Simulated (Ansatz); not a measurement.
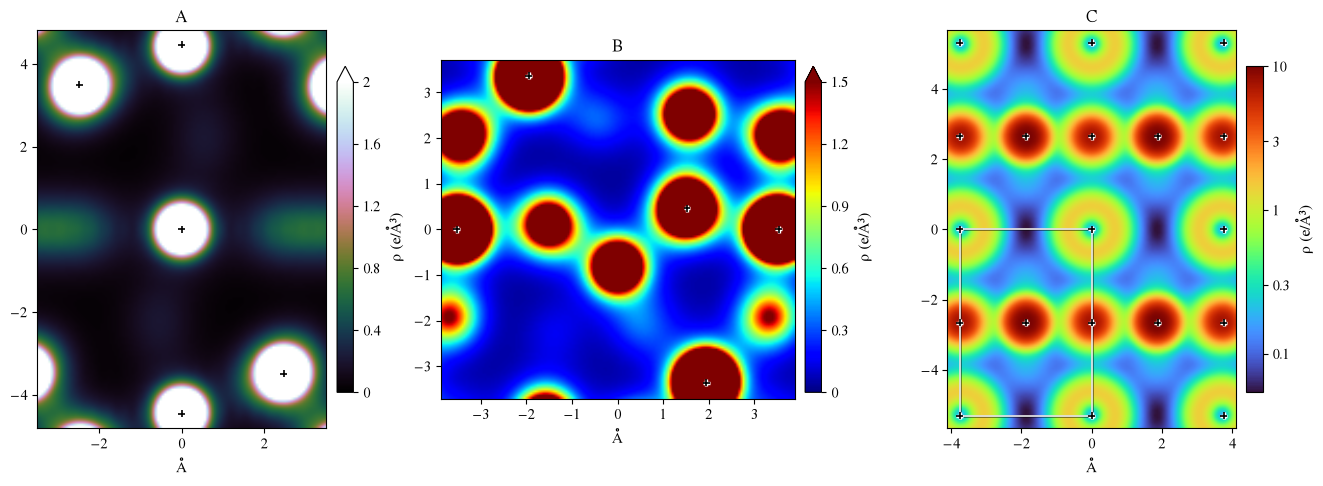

The valence charge density (pseudo) of 3 systems, each on a plane through atoms (crosses mark nuclei in the plane).

Theory: DFT r2SCAN, scalar-relativistic, plane waves, PAW (Ansatz).

System 1: ZnSe$_{2}$, the (101) plane of the conventional cell. Space group Pa-3; a structure from a database of computed crystals, not necessarily the ambient phase.

System 2: BaTiO$_{3}$, the (101) plane of the conventional cell. Space group Pm-3m; a structure from a database of computed crystals, not necessarily the ambient phase; computed pressure about 50 GPa in this cell; computed without spin polarisation.

```xyz
5
Lattice="3.7565 0.0000 0.0000 0.0000 3.7565 0.0000 0.0000 0.0000 3.7565" Properties=species:S:1:pos:R:3 pbc="T T T"
Ba    1.8782    1.8782    1.8782
Ti    0.0000    0.0000    0.0000
O     1.8782    0.0000    0.0000
O     0.0000    1.8782    0.0000
O     0.0000    0.0000    1.8782
```

System 3: SnO$_{2}$, the (111) plane of the conventional cell. Space group Pbcn; a structure from a database of computed crystals, not necessarily the ambient phase.

```xyz
12
Lattice="4.7323 0.0000 0.0000 0.0000 5.7434 0.0000 0.0000 0.0000 5.2381" Properties=species:S:1:pos:R:3 pbc="T T T"
Sn    2.3661    3.8204    3.9286
Sn    0.0000    4.7946    1.3095
Sn    2.3661    1.9229    1.3095
Sn    0.0000    0.9487    3.9286
O     3.4536    3.4898    0.4132
O     1.0875    5.1253    4.8249
O     3.6448    5.1253    3.0322
O     1.2787    3.4898    2.2059
O     3.4536    2.2536    3.0322
O     1.0875    0.6181    2.2059
O     3.6448    0.6181    0.4132
O     1.2787    2.2536    4.8249
```

**Match each panel to its system.**

Panel A is system 1, ZnSe$_{2}$: the plane holds Zn and Se. Zn–Se (2.65 Å): the density is about 0.34 e/Å³ at the midpoint, with its minimum of 0.3 e/Å³ about 1.2 Å from Zn. Panel B is system 3, SnO$_{2}$: the plane holds Sn and O. Sn–O (2.06 Å): ρ is about 0.65 e/Å³ halfway. Panel C is system 2, BaTiO$_{3}$: the plane holds Ba, Ti and O. Ti–O (1.88 Å): the density is about 0.85 e/Å³ at the midpoint.
